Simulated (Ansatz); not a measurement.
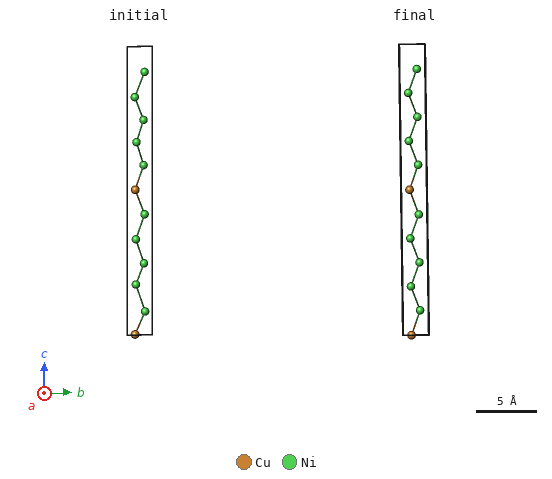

The structure of solid CuNi5 (a generated structure, set up in P1) (coarse preliminary run) before (left) and after (right) a relaxation, at one scale.

The picture is a ball-and-stick view of the cell of the calculation, seen along the a axis.

The calculation used DFT PBE, scalar-relativistic, plane waves, PAW (Ansatz). Settings: plane-wave cutoff 420 eV; k-point mesh 12 × 12 × 1; occupations gaussian; smearing width 0.2 eV; collinear spin; cell and atoms relaxed; force threshold 0.025 eV/Å; at most 60 steps.

Q: Summarise the run.

A: After 3 accepted moves (4 points after the start) the energy has fallen by 90.5 meV per atom. Largest force component: 3 eV/Å at the start, 0.0019 eV/Å at the end. The pressure goes from 11.24 to 0.01 GPa. The SCF was repeated once at an unchanged geometry on a basis and grid sized afresh for the cell, which shifted the energy by 0.2 meV per atom at most. The largest move relative to the cell is that of a Ni atom, 0.28 Å in a general direction near [3 −3 −1]. By element the largest moves are Ni 0.28 Å, Cu 0.11 Å. The volume changes by +3.8 %, with a 2.483 → 2.497 Å (+0.6 %), b 2.403 → 2.497 Å (+3.9 %), c 24.449 → 24.656 Å (+0.9 %), α 88.3° → 90.0°, β 90.6° → 90.0°, γ 118.4° → 120.0°. Among the contacts that change: Ni–Ni 2.848 → 2.486 Å, Ni–Ni 2.189 → 2.492 Å, Ni–Ni 2.768 → 2.489 Å, Cu–Ni 2.275 → 2.548 Å. Within 0.06 Å the space group is P1 at the start and P-6m2 at the end; at a tighter tolerance small leftover displacements or strains of the cell lower it.
